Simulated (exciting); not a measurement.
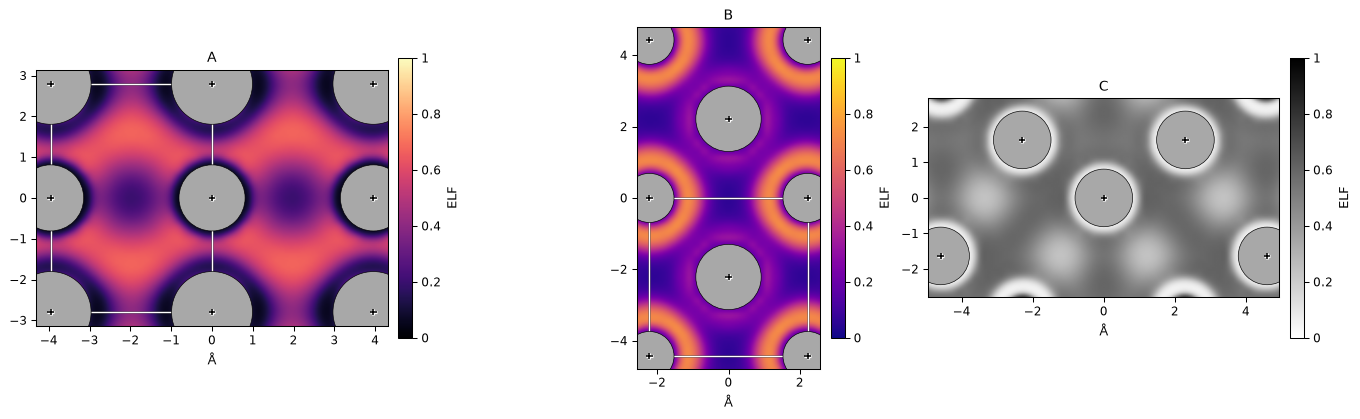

The electron localisation function of 3 systems, each on a plane through atoms (crosses mark nuclei in the plane; grey discs cover the cores).

Computed with Kohn-Sham DFT of a periodic cell, PBEsol, all-electron LAPW+lo, shipped species files in exciting sodium.

System 1: TiAl3, the (110) plane of the conventional cell. Space group Pm-3m; a structure from a database of computed crystals, not necessarily the ambient phase.

System 2: Ga3Se, the (001) plane of the conventional cell. Space group Pm-3m; a structure from a database of computed crystals, not necessarily the ambient phase.

```cif
data_structure
_symmetry_space_group_name_H-M 'P 1'
_symmetry_Int_Tables_number 1
_cell_length_a 4.4325
_cell_length_b 4.4325
_cell_length_c 4.4325
_cell_angle_alpha 90.000
_cell_angle_beta 90.000
_cell_angle_gamma 90.000
_cell_volume 87.08
loop_
_atom_site_label
_atom_site_type_symbol
_atom_site_fract_x
_atom_site_fract_y
_atom_site_fract_z
_atom_site_occupancy
Se1 Se 0.00000 0.00000 0.00000 1
Ga1 Ga 0.50000 0.50000 0.00000 1
Ga2 Ga 0.50000 0.00000 0.50000 1
Ga3 Ga 0.00000 0.50000 0.50000 1
```

System 3: Al, the (110) plane of the conventional cell. Space group P6₃/mmc; a structure from a database of computed crystals, not necessarily the ambient phase.

```
CELL_PARAMETERS angstrom
2.82708 0.00000 0.00000
-1.41354 2.44832 0.00000
0.00000 0.00000 9.18599
ATOMIC_POSITIONS crystal
Al 0.66667 0.33333 0.75000
Al 0.00000 0.00000 0.50000
Al 0.33333 0.66667 0.25000
Al 0.00000 0.00000 0.00000
```

> Match each panel to its system.

Panel A is system 1, TiAl3: the plane holds Ti and Al. Ti–Al (2.80 Å): the ELF is about 0.35 at the midpoint. Panel B is system 2, Ga3Se: the plane holds Se and Ga. Ga–Se (3.13 Å): the ELF peaks at about 0.70 in the valence shell of Se, 1.1 Å from its nucleus, and is about 0.30 at the midpoint. Panel C is system 3, Al: the plane holds Al. Al–Al (2.82 Å): the ELF reaches about 0.60 near the midpoint.
